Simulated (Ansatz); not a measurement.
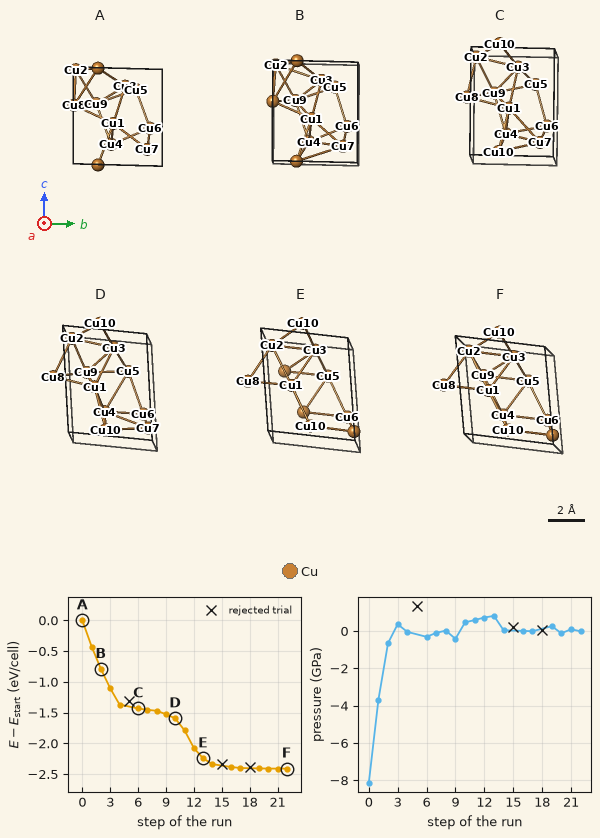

Frames of a relaxation of an amorphous cell of composition Cu (coarse preliminary run), marked on the history of the run. The picture is a ball-and-stick view of the cell of the calculation, seen along the a axis.

Case: atoms packed at random at 1.16 times the crystal's volume.

The calculation used DFT PBE, scalar-relativistic, plane waves, PAW in Ansatz. (plane-wave cutoff 420 eV; k-point mesh 3 × 3 × 3; occupations gaussian; smearing width 0.1 eV; no spin polarisation; cell and atoms relaxed; force threshold 0.04 eV/Å; at most 70 steps)

Q: What happens along the run?

A: The run was cut off at its time limit before the program reported convergence, but its last step already meets the force threshold: the largest component is under 0.0001 eV/Å against 0.04 eV/Å. The pressure is within 0.01 GPa of its target. After 19 accepted moves (22 points after the start) the energy has fallen by 2.409 eV per cell of the calculation. The largest force component goes from 0.17 to under 0.0001 eV/Å. Pressure: −8.16 GPa at the start and −0.01 GPa at the end. The line search rejected the trial steps at points 5, 15, 18 of the run. The largest moves relative to the cell, 1.14 Å, are those of Cu8 and Cu10. Cu8 goes along [0 −2 −1]. Cell: a 4.959 → 4.405 Å (−11.2 %), b 5.076 → 5.177 Å (+2.0 %), c 5.515 → 5.612 Å (+1.7 %), α 91.5° → 102.6°, β 90.8° → 77.1°, γ 91.8° → 105.4°. Volume −14.5 %. Among the contacts that change: Cu8–Cu10 5.039 → 2.561 Å, Cu1–Cu7 2.440 → 4.462 Å, Cu2–Cu9 4.488 → 2.592 Å, Cu8–Cu10 (another image) 2.620 → 4.421 Å. New bonds form, among them: Cu1–Cu2 (4.17 → 2.56 Å), Cu1–Cu6 (3.84 → 2.56 Å), Cu1–Cu7 (another periodic image) (3.41 → 2.56 Å), Cu1–Cu9 (3.29 → 2.59 Å). Bonds break, among them: Cu1–Cu7 (2.44 → 4.46 Å), Cu8–Cu10 (2.62 → 4.42 Å). The program noted that the start was displaced slightly to test its symmetry. Cost: 11 min on 2 threads of Intel(R) Xeon(R) Processor @ 2.50GHz (Skylake/Cascade Lake), with other jobs on the host, peak memory 0.67 GiB. From step 0 to 2: Cu atoms move most (0.08 Å), volume −8.1 %, energy −0.790 eV per cell of the calculation. From step 2 to 6: Cu atoms move most (0.40 Å), volume −2.5 %, energy −0.640 eV per cell of the calculation. From step 6 to 10: Cu atoms move most (0.60 Å), volume −2.1 %, energy −0.163 eV per cell of the calculation. From step 10 to 13: Cu atoms move most (0.42 Å), volume −2.6 %, energy −0.650 eV per cell of the calculation. From step 13 to 22: Cu atoms move most (0.03 Å), volume +0.1 %, energy −0.165 eV per cell of the calculation.

| step | E − E(0), meV/atom | largest force component, eV/Å | pressure, GPa | volume, Å³/atom | note |
| --- | --- | --- | --- | --- | --- |
| 0 | 0.00 | 0.1749 | -8.16 | 13.868 |  |
| 1 | -42.40 | 0.1863 | -3.69 | 13.153 |  |
| 2 | -79.04 | 0.2045 | -0.65 | 12.738 |  |
| 3 | -110.33 | 0.2302 | 0.37 | 12.531 |  |
| 4 | -136.65 | 0.1117 | -0.04 | 12.465 |  |
| 5 | -130.45 | 0.4147 | 1.37 | 12.235 | rejected |
| 6 | -143.04 | 0.0379 | -0.30 | 12.421 |  |
| 7 | -145.29 | 0.0470 | -0.09 | 12.378 |  |
| 8 | -146.83 | 0.1564 | 0.03 | 12.290 |  |
| 9 | -152.46 | 0.2038 | -0.41 | 12.257 |  |
| 10 | -159.32 | 0.1857 | 0.47 | 12.154 |  |
| 11 | -178.76 | 0.4240 | 0.59 | 12.073 |  |
| 12 | -207.32 | 0.2980 | 0.73 | 11.894 |  |
| 13 | -224.34 | 0.2348 | 0.82 | 11.837 |  |
| 14 | -233.60 | 0.0125 | 0.05 | 11.890 |  |
| 15 | -233.05 | 0.2197 | 0.23 | 11.862 | rejected |
| 16 | -238.21 | 0.0038 | 0.01 | 11.893 |  |
| 17 | -239.88 | 0.0321 | -0.01 | 11.870 |  |
| 18 | -239.02 | 0.0028 | 0.05 | 11.867 | rejected |
| 19 | -240.54 | 0.0600 | 0.27 | 11.837 |  |
| 20 | -240.77 | 0.0077 | -0.11 | 11.859 |  |
| 21 | -240.86 | 0.0006 | 0.10 | 11.849 |  |
| 22 | -240.87 | 0.0001 | -0.01 | 11.854 |  |

Limits of the set-up: the k-point mesh is coarse for a cell with partly filled bands; the periodic images lie only 5.0 Å apart, so the values are limited by the cell's size.
